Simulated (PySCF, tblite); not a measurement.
# C₃H₆O₂: protonation, NMR shifts, part 2 of 3

tblite 0.8.0 and PySCF 2.14.0. Atoms count from 0. Earlier steps stand in the parts before.

### 7 Geometry optimisation with GFN2-xTB

This step treats C3H7O2+, `CCC(O)=[OH+]`.

What the job is given:

```
{"job": {"kind": "relax", "xc": "GFN2-xTB", "basis": "xTB"}, "charge": 1, "multiplicity": 1}
C     -1.383500     0.196100     0.582400
C     -0.136800    -0.559400     0.284700
C      1.000000     0.292200    -0.219400
O      0.916300     1.502300    -0.420900
O      2.087300    -0.413400    -0.472900
H     -2.191500    -0.464900     0.974000
H     -1.222000     1.008700     1.308800
H     -1.769700     0.688100    -0.321600
H     -0.275300    -1.386600    -0.423500
H      0.250600    -1.073200     1.216200
H      2.739800     0.218600    -0.822100
H      0.992100     2.006000     0.434900
```

The program printed:

```text
step      E/eV     max force
  0    -480.02509    6.342
  1    -480.29303    2.685
  2    -480.39488    1.217
  3    -480.43754    0.802
  4    -480.47336    0.937
  5    -480.58435    1.509
  6    -480.66958    1.899
  7    -480.78011    1.255
  8    -480.89224    0.770
  9    -480.93258    0.739
 10    -480.93896    2.009
 11    -480.96707    1.131
 12    -481.00878    0.366
 13    -481.02047    0.268
 14    -481.03856    0.245
 15    -481.04489    0.228
 16    -481.05264    0.156
 17    -481.05543    0.153
 18    -481.05835    0.148
 19    -481.06144    0.156
 20    -481.06488    0.153
 21    -481.06759    0.141
 22    -481.06969    0.137
 23    -481.07142    0.116
 24    -481.07274    0.085
 25    -481.07367    0.082
 26    -481.07456    0.103
 27    -481.07583    0.123
 28    -481.07763    0.115
 29    -481.07948    0.093
 30    -481.08064    0.076
 31    -481.08114    0.050
 32    -481.08146    0.048
 33    -481.08177    0.048
 34    -481.08204    0.040
 35    -481.08228    0.044
 36    -481.08248    0.040
 37    -481.08266    0.045
 38    -481.08282    0.038
 39    -481.08300    0.037
 40    -481.08326    0.048
 41    -481.08364    0.060
 42    -481.08407    0.075
 43    -481.08441    0.067
 44    -481.08474    0.047
 45    -481.08514    0.050
 46    -481.08560    0.053
 47    -481.08600    0.062
 48    -481.08627    0.057
 49    -481.08647    0.039
 50    -481.08675    0.048
 51    -481.08719    0.052
 52    -481.08764    0.041
 53    -481.08788    0.029
 54    -481.08799    0.021
 55    -481.08806    0.019
 56    -481.08813    0.023
 57    -481.08822    0.029
 58    -481.08830    0.028
 59    -481.08837    0.022
 60    -481.08845    0.028
 61    -481.08856    0.031
 62    -481.08868    0.027
 63    -481.08880    0.034
 64    -481.08888    0.029
 65    -481.08896    0.030
 66    -481.08907    0.031
 67    -481.08928    0.036
 68    -481.08956    0.045
 69    -481.08983    0.051
 70    -481.09012    0.055
 71    -481.09042    0.046
 72    -481.09068    0.032
 73    -481.09084    0.042
 74    -481.09093    0.020
 75    -481.09098    0.015
 76    -481.09099    0.011
 77    -481.09100    0.008
```

Run time: 0.4 s. Hardware: 1 thread of Arm Neoverse V1, shared host.

Step by step: (not every step is listed)

```
step  energy from step 0 (eV)  largest force (eV/Å)
   0                   0.0000                6.3419
   1                  -0.2679                2.6850
   2                  -0.3698                1.2171
   3                  -0.4125                0.8016
   4                  -0.4483                0.9374
   5                  -0.5593                1.5086
   6                  -0.6445                1.8991
   7                  -0.7550                1.2547
   8                  -0.8672                0.7695
  14                  -1.0135                0.2448
  20                  -1.0398                0.1527
  26                  -1.0495                0.1035
  32                  -1.0564                0.0481
  38                  -1.0577                0.0385
  44                  -1.0597                0.0467
  50                  -1.0617                0.0480
  56                  -1.0630                0.0230
  62                  -1.0636                0.0269
  68                  -1.0645                0.0450
  72                  -1.0656                0.0320
  73                  -1.0658                0.0420
  74                  -1.0658                0.0195
  75                  -1.0659                0.0149
  76                  -1.0659                0.0108
  77                  -1.0659                0.0081
```

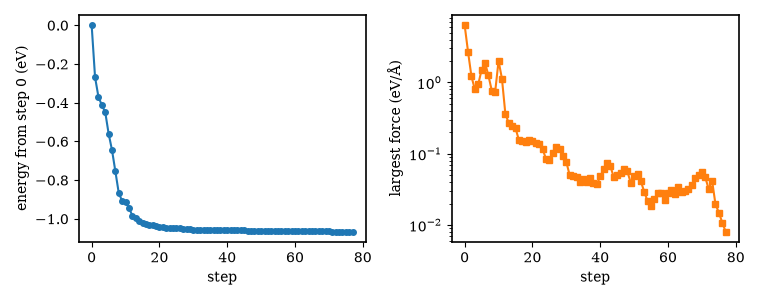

Energy and force, step by step.

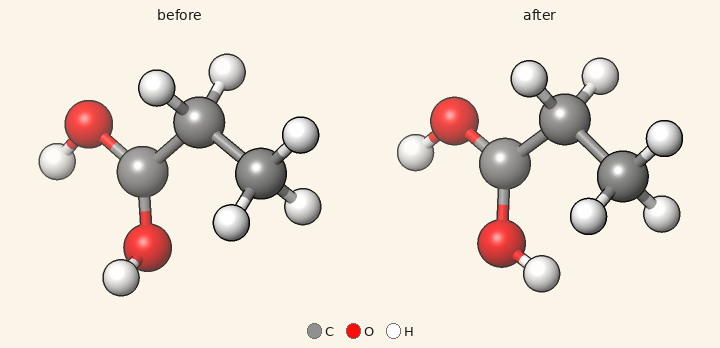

The geometry before (left) and after (right).

Distances of close pairs at the start and the end, largest changes first:

```
  bond  before (Å)  after (Å)  change (Å)
 C2–O3       1.230      1.282      +0.052
 C2–O4       1.321      1.271      -0.050
 C0–C1       1.488      1.525      +0.037
 C1–H9       1.132      1.097      -0.035
 C1–C2       1.507      1.475      -0.033
 C0–H5       1.115      1.086      -0.029
O3–H11       0.996      0.979      -0.016
 C0–H6       1.102      1.089      -0.013
```

The next job starts from the end point, and lists it.

### 8 Vibrational analysis with GFN2-xTB

What the job is given:

```
{"job": {"kind": "ir", "xc": "GFN2-xTB", "basis": "xTB"}, "charge": 1, "multiplicity": 1}
C     -1.309258     0.285597     0.640944
C     -0.095923    -0.566192     0.282223
C      1.077906     0.207251    -0.163055
O      1.082111     1.486949    -0.236293
O      2.132002    -0.422671    -0.489035
H     -2.120364    -0.365540     0.954565
H     -1.101483     0.955509     1.473589
H     -1.670578     0.853877    -0.214445
H     -0.341095    -1.288263    -0.506251
H      0.212697    -1.186890     1.132429
H      2.892595     0.123865    -0.777841
H      0.248826     1.931110     0.023744
```

The program printed:

```text
mode    cm-1     km/mol
  1      77.7      7.86
  2     249.0      0.03
  3     258.0      5.59
  4     463.0     12.82
  5     500.9      7.31
  6     531.2     22.66
  7     657.7     90.24
  8     730.7    226.51
  9     784.1    140.18
 10     854.7     29.18
 11    1029.9      8.87
 12    1042.3      6.97
 13    1063.1    153.72
 14    1090.5     57.90
 15    1110.8     72.89
 16    1168.9      0.07
 17    1267.9      0.18
 18    1344.7    284.04
 19    1418.9     36.41
 20    1455.8    290.10
 21    1474.1     60.75
 22    1497.6     22.55
 23    1525.5    469.08
 24    2922.6     18.54
 25    2957.7     18.81
 26    3033.9      2.64
 27    3041.4      7.41
 28    3078.9      1.20
 29    3268.8    257.01
 30    3286.8    171.12
ZPE 258.316  H(298)-E 276.135  G(298)-E 182.954 kJ/mol  S 312.53 J/(mol K)
```

It took 0.23 s on 1 thread of Arm Neoverse V1, shared host.

The strongest bands and the atoms that carry them (share of the mass-weighted mode):

```
cm⁻¹  km/mol                               atoms
 731   226.5                            H10 77 %
 784   140.2  C2 20 %, H9 17 %, H8 17 %, C1 12 %
1063   153.7                   H11 72 %, O3 12 %
1345   284.0                    H8 40 %, H9 40 %
1456   290.1                    C2 51 %, O3 14 %
1526   469.1                    C2 67 %, O4 17 %
3269   257.0                            H11 92 %
3287   171.1                            H10 92 %
```

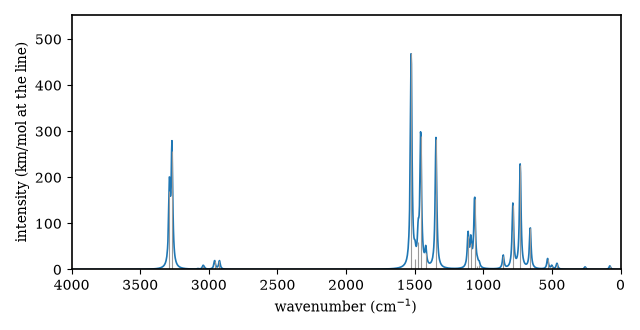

The infrared spectrum from these modes, unscaled. Lines are broadened to a width of 14 cm⁻¹ (Lorentzian).

### 9 Relaxing the molecule at PBE0-D3(BJ)/def2-SVP

This step treats C₃H₇O₂+, `CCC(O)=[OH+]`.

The job, as its differences from that of step 8:

```diff
@@ -1,2 +1,2 @@
-{"job": {"kind": "ir", "xc": "GFN2-xTB", "basis": "xTB"}, "charge": 1, "multiplicity": 1}
+{"job": {"xc": "PBE0", "basis": "def2-SVP", "d3": "d3bj", "grid": 1, "kind": "geom"}, "charge": 1, "multiplicity": 1}
 C     -1.309258     0.285597     0.640944
```

The program printed:

```text
step   0  E = -268.23172550  max force = 0.010649
step   1  E = -268.23293973  max force = 0.002972
step   2  E = -268.23299935  max force = 0.002493
step   3  E = -268.23301115  max force = 0.001657
step   4  E = -268.23304270  max force = 0.000485
step   5  E = -268.23304923  max force = 0.000337
optimisation converged
```

Wall time 19 s (1 thread of Arm Neoverse V1, shared host).

Relaxation path:

```
step  energy from step 0 (eV)  largest force component (eV/Å)
   0                   0.0000                          0.5476
   1                  -0.0330                          0.1528
   2                  -0.0347                          0.1282
   3                  -0.0350                          0.0852
   4                  -0.0358                          0.0249
   5                  -0.0360                          0.0173
```

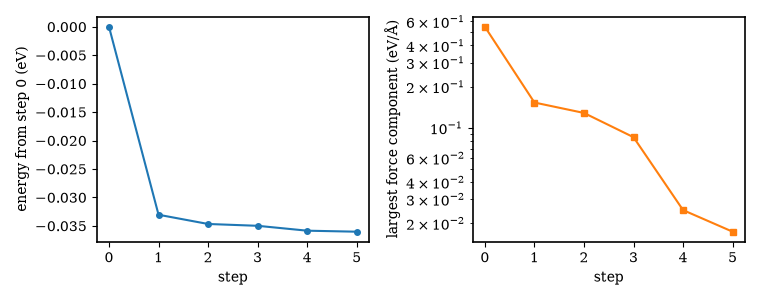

Energy and largest force along the relaxation.

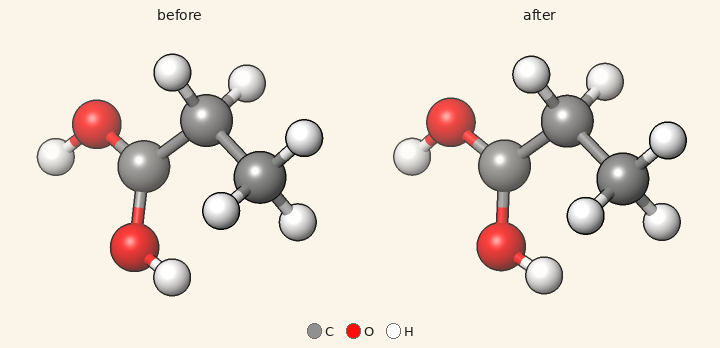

The geometry before (left) and after (right).

Close pairs (by a distance rule), those that changed most:

```
  bond  before (Å)  after (Å)  change (Å)
 C0–H7       1.089      1.103      +0.014
 C0–H6       1.089      1.101      +0.013
 C0–H5       1.086      1.098      +0.012
 C1–H8       1.097      1.107      +0.010
 C0–C1       1.525      1.518      -0.008
 C1–H9       1.097      1.105      +0.008
 C2–O3       1.282      1.277      -0.005
O3–H11       0.979      0.977      -0.002
```

The next job starts from the end point, and lists it.

```
                         at the end point                value
  point group (found at 0.08 Å tolerance)                   C1
rotational constants (GHz, main isotopes)  9.874, 3.820, 2.856
```

### 10 Harmonic vibrations (C₃H₇O₂+): PBE0-D3(BJ)/def2-SVP

What the job is given:

```
{"job": {"xc": "PBE0", "basis": "def2-SVP", "d3": "d3bj", "grid": 2, "kind": "hessian"}, "charge": 1, "multiplicity": 1}
C     -1.318323     0.303011     0.617955
C     -0.099530    -0.554217     0.329823
C      1.085676     0.195306    -0.131981
O      1.073509     1.445677    -0.389623
O      2.181653    -0.428149    -0.296482
H     -2.149910    -0.337065     0.940936
H     -1.138677     1.021329     1.433453
H     -1.676523     0.834477    -0.279649
H     -0.293017    -1.309423    -0.456222
H      0.228514    -1.148805     1.200980
H      2.912877     0.139239    -0.612564
H      0.199068     1.853564    -0.236567
```

The program printed:

```text
coarse grid: 9776 points
cycle   1  E = -268.0783331696  dE =  1.050e+00  |g| = 7.394e-01  |ddm| = 3.390e+00
cycle   2  E = -267.9733653199  dE =  1.050e-01  |g| = 1.073e+00  |ddm| = 1.385e+00
cycle   3  E = -268.1853234113  dE = -2.120e-01  |g| = 7.509e-02  |ddm| = 8.233e-01
cycle   4  E = -268.1863280280  dE = -1.005e-03  |g| = 3.409e-02  |ddm| = 9.028e-02
cycle   5  E = -268.1865881879  dE = -2.602e-04  |g| = 8.237e-03  |ddm| = 3.323e-02
cycle   6  E = -268.1865979979  dE = -9.810e-06  |g| = 4.402e-03  |ddm| = 9.931e-03
cycle   7  E = -268.1866017560  dE = -3.758e-06  |g| = 4.842e-04  |ddm| = 3.610e-03
final grid: 93648 points
cycle   8  E = -268.2330010274  dE = -1.834e-05  |g| = 8.653e-03  |ddm| = 2.194e-02
cycle   9  E = -268.2329859412  dE =  1.509e-05  |g| = 1.234e-02  |ddm| = 1.621e-02
cycle  10  E = -268.2330165286  dE = -3.059e-05  |g| = 7.384e-04  |ddm| = 9.563e-03
cycle  11  E = -268.2330166445  dE = -1.159e-07  |g| = 1.046e-04  |ddm| = 6.306e-04
cycle  12  E = -268.2330166472  dE = -2.714e-09  |g| = 2.800e-05  |ddm| = 1.178e-04
cycle  13  E = -268.2330166473  dE = -1.593e-10  |g| = 1.067e-05  |ddm| = 3.169e-05
cycle  14  E = -268.2330166474  dE = -2.166e-11  |g| = 3.845e-06  |ddm| = 1.077e-05
converged SCF energy = -268.2330166474

mode    cm-1
  1      51.9
  2     229.7
  3     242.9
  4     491.1
  5     519.9
  6     584.2
  7     665.2
  8     737.7
  9     807.1
 10     855.9
 11    1015.1
 12    1095.7
 13    1105.1
 14    1171.0
 15    1201.5
 16    1262.0
 17    1336.7
 18    1380.4
 19    1405.0
 20    1472.3
 21    1477.6
 22    1606.3
 23    1709.0
 24    3055.4
 25    3059.9
 26    3109.0
 27    3151.7
 28    3184.9
 29    3701.2
 30    3711.4
ZPE 271.535  H(298)-E 289.307  G(298)-E 195.947 kJ/mol  S 313.13 J/(mol K)
```

It took 2.3 min on 1 thread of Arm Neoverse V1, shared host; peak memory 1.7 GiB.

Zero-point energy 271.54 kJ/mol (xTB gave 258.32).

### 11 Single point (C3H7O2+): wB97X-D3(BJ)/def2-TZVP

Geometry: PBE0-D3(BJ)/def2-SVP.

The job, as its differences from that of step 10:

```diff
@@ -1,2 +1,2 @@
-{"job": {"xc": "PBE0", "basis": "def2-SVP", "d3": "d3bj", "grid": 2, "kind": "hessian"}, "charge": 1, "multiplicity": 1}
+{"job": {"kind": "sp", "xc": "wB97X", "basis": "def2-TZVP", "d3": "d3bj", "grid": 2}, "charge": 1, "multiplicity": 1}
 C     -1.318323     0.303011     0.617955
```

The program printed:

```text
coarse grid: 9776 points
cycle   1  E = -268.7994884099  dE =  1.290e+00  |g| = 7.834e-01  |ddm| = 2.399e+00
cycle   2  E = -268.8191842996  dE = -1.970e-02  |g| = 8.071e-01  |ddm| = 8.737e-01
cycle   3  E = -268.9255839455  dE = -1.064e-01  |g| = 6.081e-02  |ddm| = 3.667e-01
cycle   4  E = -268.9262555817  dE = -6.716e-04  |g| = 2.221e-02  |ddm| = 6.293e-02
cycle   5  E = -268.9263523220  dE = -9.674e-05  |g| = 5.212e-03  |ddm| = 2.538e-02
cycle   6  E = -268.9263592733  dE = -6.951e-06  |g| = 1.345e-03  |ddm| = 7.160e-03
final grid: 93648 points
cycle   7  E = -268.9191755485  dE = -4.801e-05  |g| = 4.532e-03  |ddm| = 3.190e-02
cycle   8  E = -268.9191760534  dE = -5.049e-07  |g| = 4.227e-03  |ddm| = 4.381e-03
cycle   9  E = -268.9191789576  dE = -2.904e-06  |g| = 4.439e-04  |ddm| = 2.150e-03
cycle  10  E = -268.9191789895  dE = -3.184e-08  |g| = 2.018e-04  |ddm| = 3.732e-04
cycle  11  E = -268.9191789981  dE = -8.603e-09  |g| = 4.298e-05  |ddm| = 1.434e-04
converged SCF energy = -268.9191789981
```

Run time: 7.5 s. Hardware: 1 thread of Arm Neoverse V1, shared host.

### 12 Single point (C3H6O2): wB97X-D3(BJ)/def2-TZVP in N,N-dimethylformamide

Geometry: PBE0-D3(BJ)/def2-SVP.

What the job is given:

```
{"job": {"kind": "sp", "xc": "wB97X", "basis": "def2-TZVP", "d3": "d3bj", "grid": 2, "solvent": "N,N-dimethylformamide"}, "charge": 0, "multiplicity": 1}
C     -1.399725     0.202240     0.587666
C     -0.126088    -0.568079     0.307691
C      0.982601     0.299827    -0.222617
O      0.918816     1.487665    -0.400270
O      2.090498    -0.409566    -0.484274
H     -2.180526    -0.463193     0.982732
H     -1.222418     1.002911     1.319820
H     -1.781098     0.679132    -0.326598
H     -0.284269    -1.379716    -0.422284
H      0.259951    -1.070571     1.210903
H      2.746758     0.222611    -0.815184
```

The program printed:

```text
final grid: 88272 points
cycle   1  E = -268.6090044729  dE = -9.050e-04  |g| = 2.879e-02  |ddm| = 1.806e-01
cycle   2  E = -268.6090259895  dE = -2.152e-05  |g| = 3.181e-02  |ddm| = 4.351e-02
cycle   3  E = -268.6091912622  dE = -1.653e-04  |g| = 4.048e-03  |ddm| = 1.948e-02
cycle   4  E = -268.6091975519  dE = -6.290e-06  |g| = 1.751e-03  |ddm| = 9.208e-03
cycle   5  E = -268.6091983913  dE = -8.394e-07  |g| = 6.089e-04  |ddm| = 2.933e-03
cycle   6  E = -268.6091984830  dE = -9.172e-08  |g| = 1.289e-04  |ddm| = 9.663e-04
cycle   7  E = -268.6091984916  dE = -8.626e-09  |g| = 5.028e-05  |ddm| = 4.479e-04
converged SCF energy = -268.6091984916
```

It took 7.3 s on 1 thread of Arm Neoverse V1, shared host; peak memory 0.76 GiB.

### 13 Single point (C3H7O2+): wB97X-D3(BJ)/def2-TZVP in N,N-dimethylformamide

Geometry: PBE0-D3(BJ)/def2-SVP.

What the job is given:

```
{"job": {"kind": "sp", "xc": "wB97X", "basis": "def2-TZVP", "d3": "d3bj", "grid": 2, "solvent": "N,N-dimethylformamide"}, "charge": 1, "multiplicity": 1}
C     -1.318323     0.303011     0.617955
C     -0.099530    -0.554217     0.329823
C      1.085676     0.195306    -0.131981
O      1.073509     1.445677    -0.389623
O      2.181653    -0.428149    -0.296482
H     -2.149910    -0.337065     0.940936
H     -1.138677     1.021329     1.433453
H     -1.676523     0.834477    -0.279649
H     -0.293017    -1.309423    -0.456222
H      0.228514    -1.148805     1.200980
H      2.912877     0.139239    -0.612564
H      0.199068     1.853564    -0.236567
```

The program printed:

```text
final grid: 93648 points
cycle   1  E = -269.0203032852  dE = -1.054e-03  |g| = 2.007e-02  |ddm| = 2.178e-01
cycle   2  E = -269.0203761570  dE = -7.287e-05  |g| = 1.651e-02  |ddm| = 4.926e-02
cycle   3  E = -269.0204238411  dE = -4.768e-05  |g| = 3.495e-03  |ddm| = 1.082e-02
cycle   4  E = -269.0204275919  dE = -3.751e-06  |g| = 1.111e-03  |ddm| = 7.705e-03
cycle   5  E = -269.0204280542  dE = -4.623e-07  |g| = 4.262e-04  |ddm| = 3.086e-03
cycle   6  E = -269.0204280910  dE = -3.680e-08  |g| = 1.218e-04  |ddm| = 4.709e-04
cycle   7  E = -269.0204280946  dE = -3.609e-09  |g| = 3.309e-05  |ddm| = 2.090e-04
converged SCF energy = -269.0204280946
```

It took 7.8 s on 1 thread of Arm Neoverse V1, shared host; peak memory 0.76 GiB.

(Part 2 of 3 ends here.)
